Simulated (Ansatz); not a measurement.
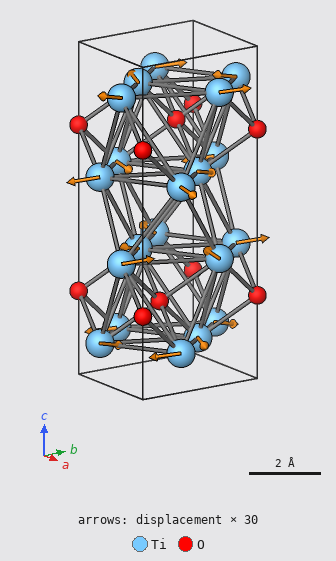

A relaxation of crystalline Ti3O (set up in P-31c). The starting structure is drawn; orange arrows show the displacements (the part carried along by the change of the cell is left out), magnified 30 times.

A ball-and-stick model of the cell of the calculation, seen slightly off an axis.

Theory: DFT r2SCAN, scalar-relativistic, plane waves, PAW in Ansatz.

The input:
```yaml
crystal:
  lattice:
    - [5.15, 0.0, 0.0]
    - [-2.575, 4.4600308295, 0.0]
    - [0.0, 0.0, 9.56]
  atoms:
    - { symbol: Ti, position: [0.3331, 0.9999, 0.118] }
    - { symbol: Ti, position: [0.0001, 0.3332, 0.118] }
    - { symbol: Ti, position: [0.6668, 0.6669, 0.118] }
    - { symbol: Ti, position: [0.0001, 0.6669, 0.382] }
    - { symbol: Ti, position: [0.6668, 0.9999, 0.382] }
    - { symbol: Ti, position: [0.3331, 0.3332, 0.382] }
    - { symbol: Ti, position: [0.6669, 0.0001, 0.882] }
    - { symbol: Ti, position: [0.9999, 0.6668, 0.882] }
    - { symbol: Ti, position: [0.3332, 0.3331, 0.882] }
    - { symbol: Ti, position: [0.9999, 0.3331, 0.618] }
    - { symbol: Ti, position: [0.3332, 0.0001, 0.618] }
    - { symbol: Ti, position: [0.6669, 0.6668, 0.618] }
    - { symbol: O, position: [0.6666666667, 0.3333333333, 0.25] }
    - { symbol: O, position: [0.3333333333, 0.6666666667, 0.75] }
    - { symbol: O, position: [0.0, 0.0, 0.25] }
    - { symbol: O, position: [0.0, 0.0, 0.75] }
basis:
  ecutwfc: 500
kpoints:
  mp_grid: { grid: [12, 12, 4] }
hamiltonian:
  xc: r2scan
scf:
  occupations: { method: gaussian, width: 0.1 }
output:
  forces: true
  stress: true
  eigenvalues: true
relax:
  adjacent_minimum: "off"
  f_tol: 0.005
  max_steps: 80
  cell: { stress_tol: 0.05 }
```

Command:
```bash
ansatz run input.yaml --threads 4 --pin off --max-ram 10240MiB --backend cpu --events-out ev --progress --plain --runs-dir out
```

Q: Atoms of which element are displaced furthest, and by how much?

A: Titanium: up to 0.033 Å, against 0.000 Å for oxygen.

Q: What did the optimiser do to the structure, and how much energy did it gain?

A: The largest moves relative to the cell, 0.033 Å, are those of 12 atoms (Ti1, Ti2, Ti3, Ti4 and others). Ti9 goes roughly along −a. O stays in place. Cell: a = b 5.150 → 5.133 Å (−0.3 %), c 9.560 → 9.468 Å (−1.0 %). Volume −1.6 %. Among the contacts that change: Ti1–Ti6 3.052 → 3.003 Å, Ti10–Ti11 2.974 → 3.019 Å, Ti10–Ti11 (another image) 2.975 → 2.932 Å, Ti1–Ti8 2.834 → 2.797 Å. The space group stays P-31c (No. 163). After 5 accepted moves (7 points after the start) the energy has fallen by 0.140 eV per cell of the calculation. The largest force component goes from 0.49 to 0.00084 eV/Å. The pressure goes from −3.47 to −0.01 GPa. The line search rejected the trial step at point 1 of the run. At 1 point the geometry stayed and the basis and grid were re-selected for the new cell (energy shift of 2.4 meV per cell of the calculation at most each time). The run took 11 min on 4 threads of Intel(R) Xeon(R) Processor @ 2.50GHz (Skylake/Cascade Lake), with other jobs on the host, peak memory 2.3 GiB.
